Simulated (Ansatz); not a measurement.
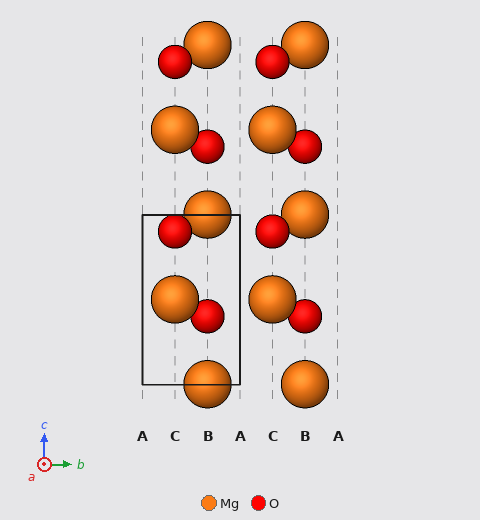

The picture looks along a close-packed row of the hexagonal mesh; c points upwards. The dashed lines mark the three columns A (0, 0), B (1/3, 2/3) and C (2/3, 1/3). The sequence starts with the first layer at or above the cell's origin.

MgO: the input geometry of an electronic-structure calculation (not necessarily at equilibrium).

> Read off the stacking sequence over one period.

Mg(B) – O(B) – Mg(C) – O(C) (four layers in 4.98 Å).

> How are the O layers alone stacked?

O layers alone: BC, the hexagonal close-packed type.

> Which positions between or in the O layers do the other atoms fill?

Mg: two tetrahedral sites in each hexagonal cell.

> What short polytype symbol fits?

Polytype symbol 2H, the symbol of a tetrahedral polytype (number of double layers in the repeat and lattice).

Heights of the layers:

```json
{"layer": "1", "atoms (column)": "Mg(B)", "height (Å)": "0.01", "to next (Å)": "1.99"}
{"layer": "2", "atoms (column)": "O(B)", "height (Å)": "2.01", "to next (Å)": "0.50"}
{"layer": "3", "atoms (column)": "Mg(C)", "height (Å)": "2.50", "to next (Å)": "1.99"}
{"layer": "4", "atoms (column)": "O(C)", "height (Å)": "4.50", "to next (Å)": "0.50"}
```
